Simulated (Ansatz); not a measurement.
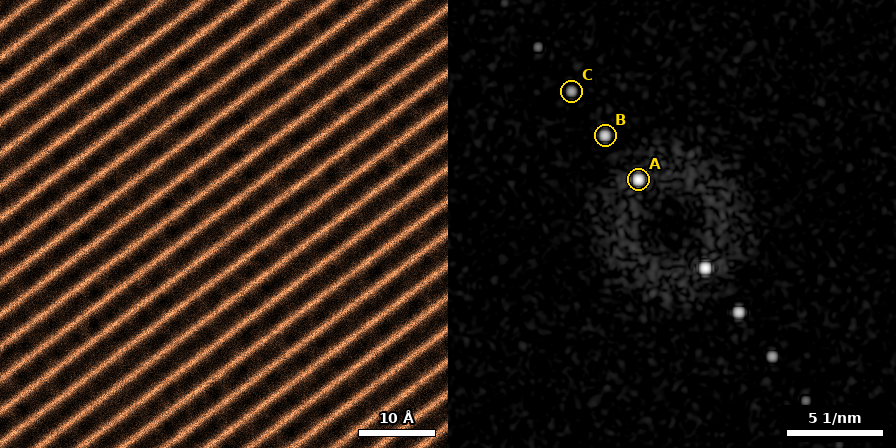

Integrated-DPC-like image of a crystal. Simulated as the projected potential of neutral atoms (B = 0.5 Å²) blurred by a 0.50 Å probe, the thin-sample limit of integrated differential phase contrast. Shot noise and the speckle of an amorphous layer were added.

The right panel is the modulus of the image's Fourier transform on a logarithmic scale.

### Which lattice spacings do the marked spots stand for, and what angle do A and B enclose?

A: 3.4 Å, B: 1.7 Å, C: 1.1 Å; A and B enclose about 0°.

The crystal is C (P6_3/mmc, No. 194) along [310]; the spots are (0 0 -4), (0 0 -8) and (0 0 -12). Structure: the geometry relaxed with DFT, r2SCAN, plane waves (500 eV) with PAW, scalar-relativistic in Ansatz; the starting structure was generated, so it need not be a known form of this composition.
